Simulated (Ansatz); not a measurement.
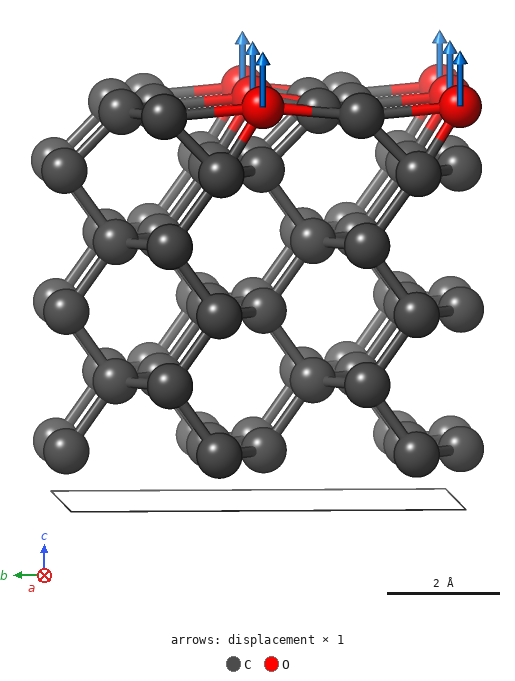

A constrained relaxation of a slab of composition C12O (cut from the Fd-3m phase). The starting structure is drawn; blue arrows show the displacements, at their true length.

The picture is a ball-and-stick view of the 2 × 2 repeat of the cell, outlined in the plane, without the vacuum, seen from a free direction.

Case: O over the place (0/4, 2/4) of the surface cell, its height relaxed. The slab is the (1 1 0) face of C with O on it. 12 atoms are held fixed.

All numbers below come from DFT PBEsol, scalar-relativistic, plane waves, PAW in Ansatz.

Input
```yaml
crystal:
  lattice:
    - [2.5129226041, 0.0, 0.0]
    - [0.0, 3.5538092279, 0.0]
    - [0.0, 0.0, 25.2823065103]
  atoms:
    - { symbol: C, position: [0.5, 0.0, 0.3362035025] }
    - { symbol: C, position: [0.0, 0.25, 0.3362035025] }
    - { symbol: C, position: [0.0, 0.5, 0.3859007602] }
    - { symbol: C, position: [0.5, 0.75, 0.3859007602] }
    - { symbol: C, position: [0.5, 0.0, 0.4355980179] }
    - { symbol: C, position: [0.0, 0.25, 0.4355980179] }
    - { symbol: C, position: [0.0, 0.5012213661, 0.4850750696] }
    - { symbol: C, position: [0.5, 0.7487786339, 0.4850750696] }
    - { symbol: C, position: [0.5, 0.0097937657, 0.5360759099] }
    - { symbol: C, position: [0.0, 0.2402062343, 0.5360759099] }
    - { symbol: C, position: [0.0, 0.5296167304, 0.5777788143] }
    - { symbol: C, position: [0.5, 0.7203832696, 0.5777788143] }
    - { symbol: O, position: [0.0, 1.0296167304, 0.5841073508], spin: 2.0 }
basis:
  ecutwfc: 420
kpoints:
  mp_grid: { grid: [11, 8, 1] }
hamiltonian:
  xc: pbesol
scf:
  occupations: { method: gaussian, width: 0.05 }
output:
  forces: true
  eigenvalues: true
  populations: true
magnetization:
  spin_polarized: true
relax:
  adjacent_minimum: "off"
  f_tol: 0.02
  max_steps: 25
  constraints:
    - { sites: [0, 1, 2, 3, 4, 5, 6, 7, 8, 9, 10, 11] }
    - { site: 12, fix: xy }
efield:
  axis: 3
  dipole_correction: true
  ramp_width: 0.04
```

Command:
```bash
ansatz run input.yaml --threads 2 --pin off --max-ram 5120MiB --backend cpu --events-out ev --progress --plain --runs-dir out
```

> Which element moves most?

Oxygen: up to 1.01 Å, against 0.00 Å for carbon.

> What did the optimiser do to the structure, and how much energy did it gain?

Over 7 geometry steps the energy falls by 8.363 eV per cell of the calculation. Largest force component: 17 eV/Å at the start, under 0.0001 eV/Å at the end. O13 moves most: 1.01 Å along the normal (+c). C stays in place. The cell stays as it was. Among the contacts that change: C10–O13 1.426 → 2.347 Å, C9–O13 1.749 → 2.556 Å, C12–O13 1.677 → 2.038 Å, C11–O13 1.784 → 2.127 Å. The program noted that the starting moments weren't kept. The run may lie on a higher electronic state than the lowest, so the end point isn't shown to be the ground-state structure.

Limits of the set-up: the periodic images lie only 2.5 Å apart, so the values are limited by the cell's size.
